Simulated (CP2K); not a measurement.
**Single-point calculation, with input and output: GaN**

System: GaN (F-43m, 2 atoms in the cell).
Method: with the settings of its input (CP2K 2026.2).

The structure was built on a prototype by a generator. The run did not end well. The geometry comes from this level: r2SCAN.

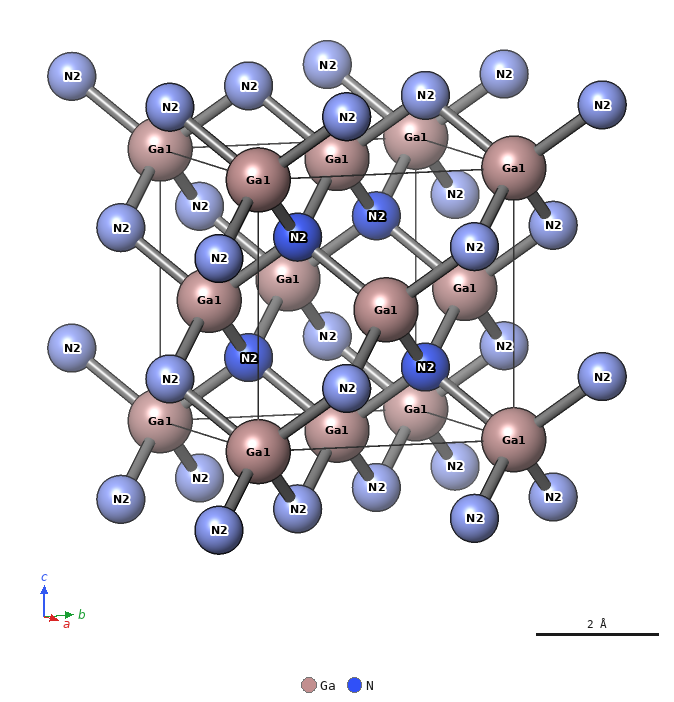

The structure (ball-and-stick view of the cell 4 times as large as that of the calculation, set on its symmetry axes, seen slightly off an axis; neighbours outside the cell are drawn fainter; atoms are numbered from 1 in the order of the input). Near neighbours in the crystal (not all of them lie inside the picture): Ga has 4 N at 1.95 Å; N has 4 Ga at 1.95 Å.

Input file:
```
&GLOBAL
 PROJECT run
 RUN_TYPE ENERGY_FORCE
 PRINT_LEVEL LOW
&END GLOBAL
&FORCE_EVAL
 METHOD QS
 STRESS_TENSOR ANALYTICAL
 &DFT
  BASIS_SET_FILE_NAME BASIS_MOLOPT
  POTENTIAL_FILE_NAME GTH_POTENTIALS
  &QS
   EXTRAPOLATION USE_GUESS
  &END QS
  &MGRID
   CUTOFF 500
   REL_CUTOFF 50
  &END MGRID
  &XC
   &XC_FUNCTIONAL PBE
   &END XC_FUNCTIONAL
  &END XC
  &KPOINTS
   SCHEME MONKHORST-PACK 5 5 5
   SYMMETRY F
   FULL_GRID F
  &END KPOINTS
  &SCF
   ADDED_MOS 8
   EPS_SCF 1e-6
   MAX_SCF 2
   &DIAGONALIZATION
   &END DIAGONALIZATION
   &MIXING
    METHOD BROYDEN_MIXING
    ALPHA 0.3
   &END MIXING
   &SMEAR
    METHOD FERMI_DIRAC
    ELECTRONIC_TEMPERATURE [K] 232
   &END SMEAR
   &PRINT
    &ITERATION_INFO
    &END ITERATION_INFO
   &END PRINT
  &END SCF
  &PRINT
   &BAND_STRUCTURE
    FILE_NAME bands.bs
    ADDED_MOS 6
    &KPOINT_SET
     UNITS B_VECTOR
     SPECIAL_POINT 0.00000000 0.00000000 0.00000000
     NPOINTS 0
    &END KPOINT_SET
    &KPOINT_SET
     UNITS B_VECTOR
     SPECIAL_POINT -0.50000000 -0.50000000 0.00000000
     NPOINTS 0
    &END KPOINT_SET
    &KPOINT_SET
     UNITS B_VECTOR
     SPECIAL_POINT -0.37500000 -0.37500000 0.25000000
     NPOINTS 0
    &END KPOINT_SET
    &KPOINT_SET
     UNITS B_VECTOR
     SPECIAL_POINT -0.37500000 0.00000000 0.37500000
     NPOINTS 0
    &END KPOINT_SET
    &KPOINT_SET
     UNITS B_VECTOR
     SPECIAL_POINT 0.00000000 0.00000000 0.50000000
     NPOINTS 0
    &END KPOINT_SET
    &KPOINT_SET
     UNITS B_VECTOR
     SPECIAL_POINT -0.50000000 -0.25000000 0.25000000
     NPOINTS 0
    &END KPOINT_SET
   &END BAND_STRUCTURE
  &END PRINT
 &END DFT
 &SUBSYS
  &CELL
   A 3.18049919 0.00000000 0.00000000
   B 1.59024960 2.75439310 0.00000000
   C 1.59024960 0.91813103 2.59686671
  &END CELL
  &COORD
   SCALED
   Ga -0.00000000 0.00000000 0.00000000
   N 0.25000000 0.25000000 0.25000000
  &END COORD
  &KIND Ga
   BASIS_SET SZV-MOLOPT-SR-GTH
   POTENTIAL GTH-PBE
  &END KIND
  &KIND N
   BASIS_SET SZV-MOLOPT-SR-GTH
   POTENTIAL GTH-PBE
  &END KIND
 &END SUBSYS
 &PRINT
  &STRESS_TENSOR
  &END STRESS_TENSOR
  &FORCES
  &END FORCES
 &END PRINT
&END FORCE_EVAL
```

Command:
```bash
cp2k.psmp -i run.inp
```

Output:
```
qgd2u6

 CP2K| version string:                                       CP2K version 2026.2
 CP2K|            td4 dftd4_v4_2 s_dftd3 mctc-lib tblite sirius libvori libbqb l
 CP2K|            libvdwxc hdf5 trexio greenx
 CP2K| Input file name                                                   run.inp

 GLOBAL| Force Environment number                                              1
 GLOBAL| Cholesky decomposition library                                ScaLAPACK
 GLOBAL| Direct generalized diagonalization requested                          F
 GLOBAL| Matrix multiplication library                                 ScaLAPACK

 GENERATE|  Preliminary Number of Bonds generated:                             0
 GENERATE|  Achieved consistency in connectivity generation.

 *******************************************************************************
 *******************************************************************************
 **                                                                           **
 **     #####                         ##              ##                      **
 **    ##   ##            ##          ##              ##                      **
 **   ##     ##                       ##            ######                    **
 **   ##     ##  ##   ##  ##   #####  ##  ##   ####   ##    #####    #####    **
 **   ##     ##  ##   ##  ##  ##      ## ##   ##      ##   ##   ##  ##   ##   **
 **   ##  ## ##  ##   ##  ##  ##      ####     ###    ##   ######   ######    **
 **    ##  ###   ##   ##  ##  ##      ## ##      ##   ##   ##       ##        **
 **     #######   #####   ##   #####  ##  ##  ####    ##    #####   ##        **
 **           ##                                                    ##        **
 **                                                                           **
 **                                                ... make the atoms dance   **
 **                                                                           **
 **                      J. Chem. Phys. 152, 194103 (2020)                    **
 **                                                                           **
 *******************************************************************************

 *** available. The full set of unoccupied MOs will be used. Use           ***
 *** 'ADDED_MOS -1' to always use all available MOs and to get rid of this ***
 *** warning.                                                              ***

 TOTAL NUMBERS AND MAXIMUM NUMBERS

  Total number of            - Atomic kinds:                                   2
                             - Atoms:                                          2
                             - Shell sets:                                     2
                             - Shells:                                         5
                             - Primitive Cartesian functions:                 11
                             - Cartesian basis functions:                     14
                             - Spherical basis functions:                     13

  Maximum angular momentum of- Orbital basis functions:                        2
                             - Local part of the GTH pseudopotential:          2
                             - Non-local part of the GTH pseudopotential:      4

 SCF PARAMETERS         Density guess:                                    ATOMIC
                        --------------------------------------------------------
                        max_scf:                                               2
                        max_scf_history:                                       0
                        max_diis:                                              4
                        --------------------------------------------------------
                        eps_scf:                                        1.00E-06
                        eps_scf_history:                                0.00E+00
                        eps_diis:                                       1.00E-01
                        eps_eigval:                                     1.00E-05
                        --------------------------------------------------------
                        level_shift [a.u.]:                             0.000000
                        added MOs                                         4    0
                        --------------------------------------------------------
                        Mixing method:                            BROYDEN_MIXING
                                                charge density mixing in g-space
                        --------------------------------------------------------
                        Smear method:                                FERMI_DIRAC
                        Electronic temperature [K]:                        232.0
                        Electronic temperature [a.u.]:                  7.35E-04
                        Accuracy threshold:                             1.00E-10
                        --------------------------------------------------------
                        No outer SCF

 Extrapolation method: initial_guess

 Number of electrons:                                                         18
 Number of occupied orbitals:                                                  9
 Number of molecular orbitals:                                                13

 Number of orbital functions:                                                 13
 Number of independent orbital functions:                                     13

 SCF WAVEFUNCTION OPTIMIZATION

  ------------------------------------------------------------------------------
     1 NoMix/Diag. 0.30E+00    0.3     1.38934860       -84.5198509111 -8.45E+01
     2 Broy./Diag. 0.30E+00    0.4     0.17044885       -83.9073892592  6.12E-01

  Leaving inner SCF loop after reaching     2 steps.

  Electronic density on regular grids:        -17.9999999087        0.0000000913
  Core density on regular grids:               17.9999999988       -0.0000000012
  Total charge density on r-space grids:        0.0000000901
  Total charge density g-space grids:           0.0000000901

  Overlap energy of the core charge distribution:               0.00000000567986
  Self energy of the core charge distribution:               -122.14453681889931
  Core Hamiltonian energy:                                     37.79003749452601
  Hartree energy:                                              13.30766099033565
  Exchange-correlation energy:                                -12.86055093081256
  Electronic entropic energy:                                  -0.00000000000000
  Fermi energy:                                                 0.27124433000523

  Total energy:                                               -83.90738925917034
  Total energy (extrapolated to T->0):                        -83.90738925917034

 *******************************************************************************
 *   ___                                                                       *
 *  /   \                                                                      *
 * [ABORT]                                                                     *
 *  \___/     SCF run NOT converged. To continue the calculation regardless,   *
 *    |             please set the keyword IGNORE_CONVERGENCE_FAILURE.         *
 *  O/|                                                                        *
 * /| |                                                                        *
 *******************************************************************************

 ===== Routine Calling Stack =====

            4 scf_env_do_scf
            3 qs_energies
            2 qs_forces
            1 CP2K
--------------------------------------------------------------------------
MPI_ABORT was invoked on rank 0 in communicator MPI_COMM_WORLD
  Proc: [[47008,0],0]
  Errorcode: 1

NOTE: invoking MPI_ABORT causes Open MPI to kill all MPI processes.
You may or may not see output from other processes, depending on
exactly when Open MPI kills them.
--------------------------------------------------------------------------
```

What the run reported:

- outcome: not converged
- space group (tolerance 0.01 Å): F-43m (216)
- hardware: 2 threads of Intel Xeon (Granite Rapids), 32 GiB of memory available, shared host
- wall time: 2.1 s (CPU time 3.1 s)
- peak memory: 0.23 GiB

What went wrong:

Some settings of this run were drawn to be unusual or wrong. The run did not converge. Its last values are not results.
